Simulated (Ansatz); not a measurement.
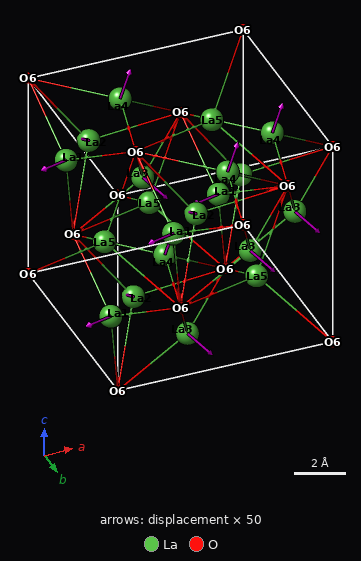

A relaxation of solid La$_{5}$O (a generated structure, set up in F-43m). The starting structure is drawn; purple arrows show the displacements (the part carried along by the change of the cell is left out), magnified 50 times.

The picture is a ball-and-stick view of the conventional cell (4 times the calculation's cell), seen from a free direction. Lengths and directions refer to the drawn axes.

Level of theory: Ansatz 0.2.0, DFT PBE, scalar-relativistic, plane waves, PAW.

Input file:
```yaml
crystal:
  lattice:
    - [0.0, 4.6399633209, 4.6399633209]
    - [4.6399633209, 0.0, 4.6399633209]
    - [4.6399633209, 4.6399633209, 0.0]
  atoms:
    - { symbol: La, position: [0.3758888324, 0.3758888324, 0.8723335028] }
    - { symbol: La, position: [0.3758888324, 0.8723335028, 0.3758888324] }
    - { symbol: La, position: [0.8723335028, 0.3758888324, 0.3758888324] }
    - { symbol: La, position: [0.3758888324, 0.3758888324, 0.3758888324] }
    - { symbol: La, position: [0.75, 0.75, 0.75] }
    - { symbol: O, position: [0.0, 0.0, 0.0] }
basis:
  ecutwfc: 420
kpoints:
  mp_grid: { grid: [8, 8, 8] }
hamiltonian:
  xc: pbe
scf:
  occupations: { method: gaussian, width: 0.1 }
output:
  forces: true
  stress: true
  eigenvalues: true
  write_density: true
  write_potential: true
  elf: true
  volumetric_format: npy
relax:
  adjacent_minimum: "off"
  f_tol: 0.01
  max_steps: 80
  cell: { stress_tol: 0.05 }
```

Run as
```bash
ansatz run input.yaml --threads 1 --pin off --max-ram 2560MiB --backend cpu --events-out ev --progress --plain --runs-dir out
```

Question: Which element moves most?

Answer: Lanthanum: up to 0.028 Å, against 0.000 Å for oxygen.

Question: What happened in the run?

Answer: Over 2 accepted moves (3 points after the start) the energy falls by 1.5 meV per atom. Largest force component: 0.063 eV/Å at the start, 0.0059 eV/Å at the end. Pressure: −0.32 GPa at the start and −0.01 GPa at the end. The SCF was repeated once at an unchanged geometry on a basis and grid sized afresh for the cell, which shifted the energy by 0.2 meV per atom at most. The largest moves relative to the cell, 0.028 Å, are those of La1, La2, La3 and La4. La4 goes along [1 −1 1]. O stays in place. The volume changes by −1.4 %, with a = b = c 9.280 → 9.237 Å (−0.5 %). Some distances before and after: La1–La2 3.258 → 3.197 Å, La1–La2 (another image) 3.304 → 3.335 Å, La5–O6 4.018 → 4.000 Å, La1–O6 3.850 → 3.837 Å. The space group stays F-43m (No. 216).
